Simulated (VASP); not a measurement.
## RPA total energies of SiC (Moissanite 3C)

Wanted: where the RPA puts the energy minimum of SiC (Moissanite 3C). The scan starts from a database cell, scaled to the smallest volume of the series. The cell is of the zinc-blende type, one of the forms listed for this formula. The start is a cell from a database of measured crystal structures.

Method: PBE; plane waves and PAW (Si_GW, C_GW), in the first sound run; inputs show where later runs differ, in VASP 6.6.1.

### Step 1. Set-up

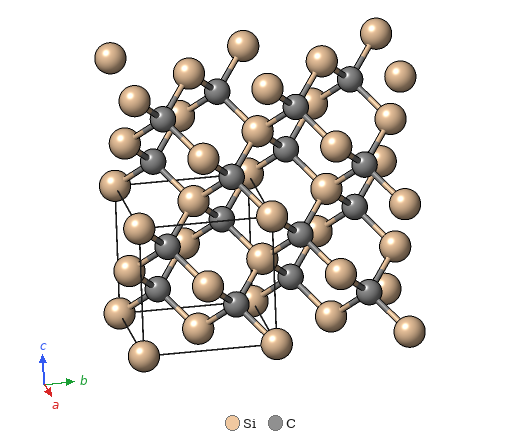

The cell as given, slightly off an axis (silicon light orange, carbon grey). 1×2×2 cells are drawn. This picture shows the conventional cell, with its axes. Bonds to atoms that aren't drawn are left out. Some periodic images of atoms are drawn too.

### Step 2. Orbitals, volume ratio 0.94

RPA gives no stress here, so the energy is scanned over volumes, at one cutoff and mesh. Volumes are given as ratios to a reference cell, and this first cell is that cell scaled to 0.94. Each point starts from PBE orbitals, tightly converged.

INCAR reads:

```
SYSTEM = SiC
PREC = Accurate
ENCUT = 560
EDIFF = 1E-08
NELM = 100
ISMEAR = 0
SIGMA = 0.05
LREAL = .FALSE.
ALGO = Normal
GGA = PE
NBANDS = 10
LORBIT = 11
LWAVE = .TRUE.
LCHARG = .FALSE.
KPAR = 8
```

POSCAR reads:

```
SiC
1.0
    0.0000000000      2.1345181309      2.1345181309
    2.1345181309      0.0000000000      2.1345181309
    2.1345181309      2.1345181309      0.0000000000
Si C
1 1
Direct
    0.0000000000      0.0000000000      0.0000000000
    0.7500000000      0.7500000000      0.7500000000
```

KPOINTS reads:

```
Automatic mesh
0
Gamma
6 6 6
0 0 0
```

Potentials, in the order of the species: Si_GW and C_GW (PBE family, release 64).

The run is started by

```bash
> mpirun -np 8 vasp_std
```

What it wrote:

```text
[banner, memory and clock lines left out]
running    8 mpi-ranks, on    1 nodes
 distrk:  each k-point on    1 cores,    8 groups
 distr:  one band on    1 cores,    1 groups

 POSCAR found type information on POSCAR SiC
 POSCAR found :  2 types and       2 ions
|                                                                             |
|           W    W    AA    RRRRR   N    N  II  N    N   GGGG   !!!           |
|           W    W   A  A   R    R  NN   N  II  NN   N  G    G  !!!           |
|           W    W  A    A  R    R  N N  N  II  N N  N  G       !!!           |
|           W WW W  AAAAAA  RRRRR   N  N N  II  N  N N  G  GGG   !            |
|           WW  WW  A    A  R   R   N   NN  II  N   NN  G    G                |
|           W    W  A    A  R    R  N    N  II  N    N   GGGG   !!!           |
|                                                                             |
|     For optimal performance we recommend to set                             |
|       NCORE = 2 up to number-of-cores-per-socket                            |
|     NCORE specifies how many cores store one orbital (NPAR=cpu/NCORE).      |
|     This setting can greatly improve the performance of VASP for DFT.       |
|     The default, NCORE=1 might be grossly inefficient on modern             |
|     multi-core architectures or massively parallel machines. Do your        |
|     Unfortunately you need to use the default for GW and RPA                |
|     calculations (for HF NCORE is supported but not extensively tested      |
|     yet).                                                                   |
|                                                                             |

 LDA part: xc-table for (Slater+PW92), standard interpolation
 POSCAR, INCAR and KPOINTS ok, starting setup
 FFT: planning ... GRIDC
 FFT: planning ... GRID_SOFT
 FFT: planning ... GRID
 WAVECAR not read
 entering main loop
       N       E                     dE             d eps       ncg     rms          rms(c)
DAV:   1     0.538027983433E+01    0.53803E+01   -0.50807E+03   400   0.853E+02
DAV:   2    -0.164252651862E+02   -0.21806E+02   -0.20064E+02   436   0.161E+02
DAV:   3    -0.170174434396E+02   -0.59218E+00   -0.59064E+00   390   0.192E+01
DAV:   4    -0.170293349553E+02   -0.11892E-01   -0.11885E-01   458   0.325E+00
DAV:   5    -0.170295042395E+02   -0.16928E-03   -0.16925E-03   404   0.328E-01    0.735E+00
DAV:   6    -0.150589476654E+02    0.19706E+01   -0.69117E+00   478   0.181E+01    0.223E+00
DAV:   7    -0.149742286000E+02    0.84719E-01   -0.38716E-01   444   0.399E+00    0.114E+00
DAV:   8    -0.149638708072E+02    0.10358E-01   -0.22884E-02   424   0.159E+00    0.833E-02
DAV:   9    -0.149639184418E+02   -0.47635E-04   -0.10744E-03   436   0.238E-01    0.407E-02
DAV:  10    -0.149639850454E+02   -0.66604E-04   -0.11152E-04   382   0.834E-02    0.111E-02
DAV:  11    -0.149639857003E+02   -0.65496E-06   -0.22702E-05   424   0.382E-02    0.325E-03
DAV:  12    -0.149639860465E+02   -0.34615E-06   -0.92693E-07   428   0.105E-02    0.508E-04
DAV:  13    -0.149639860420E+02    0.44877E-08   -0.28428E-08   402   0.143E-03
   1 F= -.14963986E+02 E0= -.14963986E+02  d E =-.159777E-15
 writing wavefunctions
```

Elapsed: 1.8 s, on 8 MPI ranks of Intel Xeon Platinum 8124M at 3.00GHz (Skylake/Cascade Lake), shared host; peak memory 1.1 GiB; 11 s of CPU time.

Lines that name or quote the potential files are left out of all logs, and their timing lines are given in words.

OUTCAR, selected parts (step 2):

```text
ion  position               nearest neighbor table
   1  0.000  0.000  0.000-   2 1.85   2 1.85   2 1.85   2 1.85
   2  0.750  0.750  0.750-   1 1.85   1 1.85   1 1.85   1 1.85

  LATTYP: Found a face centered cubic cell.
 ALAT       =     4.2690362618

 Subroutine GETGRP returns: Found 24 space group operations
 (whereof 24 operations were pure point group operations)

The static configuration has the point symmetry T_d .

 Found     16 irreducible k-points:

   k-points           NKPTS =     16   k-points in BZ     NKDIM =     16   number of bands    NBANDS=     10

   dimension x,y,z NGX =    24 NGY =   24 NGZ =   24
   dimension x,y,z NGXF=    48 NGYF=   48 NGZF=   48

   ENCUT  =  560.0 eV  41.16 Ry    6.42 a.u.   5.82  5.82  5.82*2*pi/ulx,y,z

   NELECT =       8.0000    total number of electrons

 k-points in reciprocal lattice and weights: Automatic mesh
   0.00000000  0.00000000  0.00000000       0.005
   0.16666667  0.00000000  0.00000000       0.037
   0.33333333  0.00000000  0.00000000       0.037
   0.50000000  0.00000000  0.00000000       0.019
   0.16666667  0.16666667  0.00000000       0.028
   0.33333333  0.16666667  0.00000000       0.111
   0.50000000  0.16666667  0.00000000       0.111
  -0.33333333  0.16666667  0.00000000       0.111
  -0.16666667  0.16666667  0.00000000       0.056
[...]
-0.33333333  0.33333333  0.16666667       0.111
  -0.33333333  0.50000000  0.16666667       0.056

 average (electrostatic) potential at core
       1 -63.3679       2 -44.2530

 E-fermi :   8.7311

 k-point     1 :       0.0000    0.0000    0.0000
  band No.  band energies     occupation
      1      -7.4400      2.00000
      2       8.4640      2.00000
      3       8.4640      2.00000
      4       8.4640      2.00000
      5      15.4229      0.00000
      6      16.2087      0.00000
      7      16.2087      0.00000
      8      16.2087      0.00000
      9      23.3248      0.00000
    ...

 k-point     2 :       0.1667    0.0000    0.0000
  band No.  band energies     occupation
      1      -6.8739      2.00000
      2       6.0472      2.00000
      3       8.1301      2.00000
      4       8.1301      2.00000
      5      15.3630      0.00000
      6      16.7339      0.00000
      7      16.7339      0.00000
      8      17.4110      0.00000
      9      21.7241      0.00000
    ...

 k-point     3 :       0.3333    0.0000    0.0000
  band No.  band energies     occupation
      1      -5.2630      2.00000
      2       2.0890      2.00000
      3       7.6093      2.00000
      4       7.6093      2.00000
      5      14.7027      0.00000
      6      16.4214      0.00000
      7      16.4214      0.00000
      8      18.8373      0.00000
      9      23.1922      0.00000
    ...

  Total        2.3236597      2.3236597      2.3236597      0.0000000      0.0000000     -0.0000000
  in kB      191.4051246    191.4051246    191.4051246      0.0000000      0.0000000     -0.0000000
  external PRESSURE =     191.4051246 kB  Pullay stress =       0.0000000 kB

  energy-cutoff  :      560.00
  volume of cell :       19.45
      direct lattice vectors                 reciprocal lattice vectors
     0.000000000  2.134518131  2.134518131    -0.234244907  0.234244907  0.234244907
     2.134518131  0.000000000  2.134518131     0.234244907 -0.234244907  0.234244907
     2.134518131  2.134518131  0.000000000     0.234244907  0.234244907 -0.234244907

 POSITION                                       TOTAL-FORCE (eV/Angst)
 -----------------------------------------------------------------------------------
      0.00000      0.00000      0.00000        -0.000000     -0.000000     -0.000000
      3.20178      3.20178      3.20178         0.000000      0.000000      0.000000
 -----------------------------------------------------------------------------------
    total drift:                                0.000000      0.000000      0.000000

  FREE ENERGIE OF THE ION-ELECTRON SYSTEM (eV)
  ---------------------------------------------------
  free  energy   TOTEN  =       -14.9639860420 eV

  energy  without entropy=      -14.9639860420  energy(sigma->0) =      -14.96398604

 total charge
# of ion       s       p       d       tot
------------------------------------------
    1        0.692   0.996   0.240   1.928
    2        0.816   1.731   0.000   2.548
--------------------------------------------------
tot          1.508   2.728   0.240   4.476

[... 3 further parts left out ...]
```

The gap is read on the k-mesh alone, so it is an upper bound where the band edges lie off the mesh.

A gap read on the k-mesh alone can miss the band edges.

This step gave:

```
free energy (TOTEN)            : -14.96 eV
Fermi energy                   : 8.731 eV
pressure                       : 19.14 GPa
gap on the k-mesh              : 1.293 eV
least direct gap on the k-mesh : 4.602 eV
```

### Step 3. Exact exchange, volume ratio 0.94

This step: Hartree-Fock energy on PBE orbitals; plane waves and PAW (Si_GW, C_GW) (VASP 6.6.1).

The Hartree-Fock energy is evaluated once on these orbitals (ALGO = Eigenval, NELM = 1), without letting them relax. It uses the mesh of the correlation step, and the total energy is their sum.

INCAR reads:

```
SYSTEM = SiC
PREC = Accurate
ENCUT = 560
ISMEAR = 0
SIGMA = 0.05
LREAL = .FALSE.
GGA = PE
NBANDS = 10
ALGO = Eigenval
NELM = 1
LHFCALC = .TRUE.
AEXX = 1
ALDAC = 0
AGGAC = 0
PRECFOCK = Normal
LWAVE = .FALSE.
LCHARG = .FALSE.
```

POSCAR is that of step 2.

KPOINTS is that of step 2.

The WAVECAR or CHGCAR of an earlier step is read.

The run is started by

```bash
> mpirun -np 8 vasp_std
```

What it wrote:

```text
[banner, memory and clock lines left out]
running    8 mpi-ranks, on    1 nodes
 distrk:  each k-point on    8 cores,    1 groups
 distr:  one band on    1 cores,    8 groups

 POSCAR found type information on POSCAR SiC
 POSCAR found :  2 types and       2 ions
 [... a notice as in an earlier step ...]

 LDA part: xc-table for (Slater+PW92), standard interpolation
|                                                                             |
|           W    W    AA    RRRRR   N    N  II  N    N   GGGG   !!!           |
|           W    W   A  A   R    R  NN   N  II  NN   N  G    G  !!!           |
|           W    W  A    A  R    R  N N  N  II  N N  N  G       !!!           |
|           W WW W  AAAAAA  RRRRR   N  N N  II  N  N N  G  GGG   !            |
|           WW  WW  A    A  R   R   N   NN  II  N   NN  G    G                |
|           W    W  A    A  R    R  N    N  II  N    N   GGGG   !!!           |
|                                                                             |
|     The number of bands has been changed from the values supplied in        |
|     The orbitals not found in the WAVECAR file will be initialized with     |
|     random numbers, which is usually adequate. For correlated               |
|     calculations, however, you should redo the groundstate calculation.     |
|     I found NBANDS = 10. Now, NBANDS = 16.                                  |
|                                                                             |

 found WAVECAR, reading the header
  number of bands has changed, file:    10 present:    16
  trying to continue reading WAVECAR, but it might fail
 POSCAR, INCAR and KPOINTS ok, starting setup
 FFT: planning ... GRIDC
 FFT: planning ... GRID_SOFT
 FFT: planning ... GRID
 reading WAVECAR
 random initialization beyond band           10
 the WAVECAR file was read successfully
 initial charge from wavefunction
 entering main loop
       N       E                     dE             d eps       ncg     rms          rms(c)
EIG:   1    -0.250839790731E+02   -0.25084E+02    0.00000E+00     0   0.000E+00
   1 F= -.25083979E+02 E0= -.25083979E+02  d E =-.346295E-21
```

Elapsed: 20 s, on 8 MPI ranks; peak memory 0.92 GiB; 2.6 min of CPU time.

Parts of OUTCAR (step 3):

```text
The static configuration has the point symmetry T_d .

 Found     16 irreducible k-points:

   k-points           NKPTS =     16   k-points in BZ     NKDIM =    216   number of bands    NBANDS=     16

   NELECT =       8.0000    total number of electrons

  exchange ACFDT corr.  =         0.00000000  see jH, gK, PRB 81, 115126

 E-fermi :   8.7864

 k-point     1 :       0.0000    0.0000    0.0000
  band No.  band energies     occupation
      1     -16.5603      2.00000
      2       5.7375      2.00000
      3       5.7375      2.00000
      4       5.7375      2.00000
      5      21.3834      0.00000
      6      22.0899      0.00000
      7      22.0899      0.00000
      8      22.0899      0.00000
      9      30.3372      0.00000
    ...

 k-point     2 :       0.1667    0.0000    0.0000
  band No.  band energies     occupation
      1     -15.8072      2.00000
      2       2.4787      2.00000
      3       5.3018      2.00000
      4       5.3018      2.00000
      5      21.1172      0.00000
      6      22.8185      0.00000
      7      22.8185      0.00000
      8      23.8957      0.00000
      9      28.3834      0.00000
    ...

 POSITION                                       TOTAL-FORCE (eV/Angst)
 -----------------------------------------------------------------------------------
      0.00000      0.00000      0.00000         0.000000      0.000000      0.000000
      3.20178      3.20178      3.20178        -0.000000     -0.000000     -0.000000
 -----------------------------------------------------------------------------------
    total drift:                                0.000000     -0.000000     -0.000000

  FREE ENERGIE OF THE ION-ELECTRON SYSTEM (eV)
  ---------------------------------------------------
  free  energy   TOTEN  =       -25.0839790731 eV

  energy  without entropy=      -25.0839790731  energy(sigma->0) =      -25.08397907

[... 7 parts as in an earlier step ...]

[... 5 further parts left out ...]
```

This step gave:

```
free energy (TOTEN) : -25.08 eV
```

The Hartree-Fock energy on these orbitals is -12.5420 eV an atom.

### Step 4. Empty bands, volume ratio 0.94

This step: PBE; plane waves and PAW (Si_GW, C_GW) (VASP 6.6.1).

ALGO = Exact makes the empty bands from the converged ground state in one step. LOPTICS writes the k-derivatives of the orbitals (WAVEDER), which give the long-wavelength limit of the screening.

INCAR reads:

```
SYSTEM = SiC
PREC = Accurate
ENCUT = 560
ISMEAR = 0
SIGMA = 0.05
LREAL = .FALSE.
GGA = PE
NBANDS = 592
ALGO = Exact
NELM = 1
LWAVE = .TRUE.
LCHARG = .FALSE.
LOPTICS = .TRUE.
NEDOS = 1000
CSHIFT = 0.1
```

POSCAR is that of step 3.

KPOINTS is that of step 3.

The run is started by

```bash
> mpirun -np 8 vasp_std
```

What it wrote:

```text
[banner, memory and clock lines left out]
running    8 mpi-ranks, on    1 nodes
 distrk:  each k-point on    8 cores,    1 groups
 distr:  one band on    1 cores,    8 groups

 POSCAR found type information on POSCAR SiC
 POSCAR found :  2 types and       2 ions
 [... a notice as in an earlier step ...]

 LDA part: xc-table for (Slater+PW92), standard interpolation
 found WAVECAR, reading the header
  number of bands has changed, file:    10 present:   592
  trying to continue reading WAVECAR, but it might fail
 POSCAR, INCAR and KPOINTS ok, starting setup
 FFT: planning ... GRIDC
 FFT: planning ... GRID_SOFT
 FFT: planning ... GRID
 reading WAVECAR
 random initialization beyond band           10
 the WAVECAR file was read successfully
 initial charge from wavefunction
 entering main loop
       N       E                     dE             d eps       ncg     rms          rms(c)
DIA:   1    -0.149639860478E+02   -0.14964E+02    0.00000E+00     0   0.000E+00
   1 F= -.14963986E+02 E0= -.14963986E+02  d E =-.319980E-11
 writing wavefunctions
 optical routines
 imaginary and real dielectric function
 recalculating local potential from charge density
 direction            1
 direction            2
 direction            3
```

The job ended after 4 s (8 MPI ranks; peak memory 1.1 GiB).

From OUTCAR (step 4):

```text
The static configuration has the point symmetry T_d .

 Found     16 irreducible k-points:

   k-points           NKPTS =     16   k-points in BZ     NKDIM =     16   number of bands    NBANDS=    592

   NELECT =       8.0000    total number of electrons

 E-fermi :   8.6799

 k-point     1 :       0.0000    0.0000    0.0000
  band No.  band energies     occupation
      1      -7.4400      2.00000
      2       8.4641      2.00000
      3       8.4641      2.00000
      4       8.4641      2.00000
      5      15.4229      0.00000
      6      16.2087      0.00000
      7      16.2087      0.00000
      8      16.2087      0.00000
      9      23.3248      0.00000
    ...

 k-point     2 :       0.1667    0.0000    0.0000
  band No.  band energies     occupation
      1      -6.8739      2.00000
      2       6.0473      2.00000
      3       8.1302      2.00000
      4       8.1302      2.00000
      5      15.3630      0.00000
      6      16.7339      0.00000
      7      16.7339      0.00000
      8      17.4110      0.00000
      9      21.7241      0.00000
    ...

  Total        2.3234428      2.3234428      2.3234428      0.0000000      0.0000000      0.0000000
  in kB      191.3872582    191.3872582    191.3872582      0.0000000      0.0000000      0.0000000
  external PRESSURE =     191.3872582 kB  Pullay stress =       0.0000000 kB

 POSITION                                       TOTAL-FORCE (eV/Angst)
 -----------------------------------------------------------------------------------
      0.00000      0.00000      0.00000         0.000000      0.000000      0.000000
      3.20178      3.20178      3.20178        -0.000000     -0.000000     -0.000000
 -----------------------------------------------------------------------------------
    total drift:                                0.000000      0.000000      0.000000

  FREE ENERGIE OF THE ION-ELECTRON SYSTEM (eV)
  ---------------------------------------------------
  free  energy   TOTEN  =       -14.9639860478 eV

  energy  without entropy=      -14.9639860478  energy(sigma->0) =      -14.96398605

 plasma frequency squared (from intraband transitions) (eV^2)
  --------------------------------------------------------------------------------------
       0.000      -0.000       0.000
      -0.000       0.000      -0.000
       0.000      -0.000       0.000

[... 7 parts as in an earlier step ...]

[... 5 further parts left out ...]
```

WAVECAR now holds 592 bands for 8 electrons. Its independent-particle dielectric tensor has xx, yy, zz = 7.7, 7.7, 7.7 on this mesh, which isn't tested for convergence in mesh or bands and lacks local fields.

(Continued in part 2 of 7.)

[Lines on the potential files, build, host, timing and source positions are cut from VASP's logs without a mark.]

[Logs are printed without paths, hosts, clocks, repeated set-up lines and the standing remarks that a program may print on its own settings, such as how far it seeks lower states.]

[Hosts, paths, dates, database ids (printed as entryN), source tags and the programs' standing remarks are cut or masked in the printed files.]

[Pressures printed for these runs are not shown converged in the cutoff: they can be off by several GPa and have the wrong sign.]
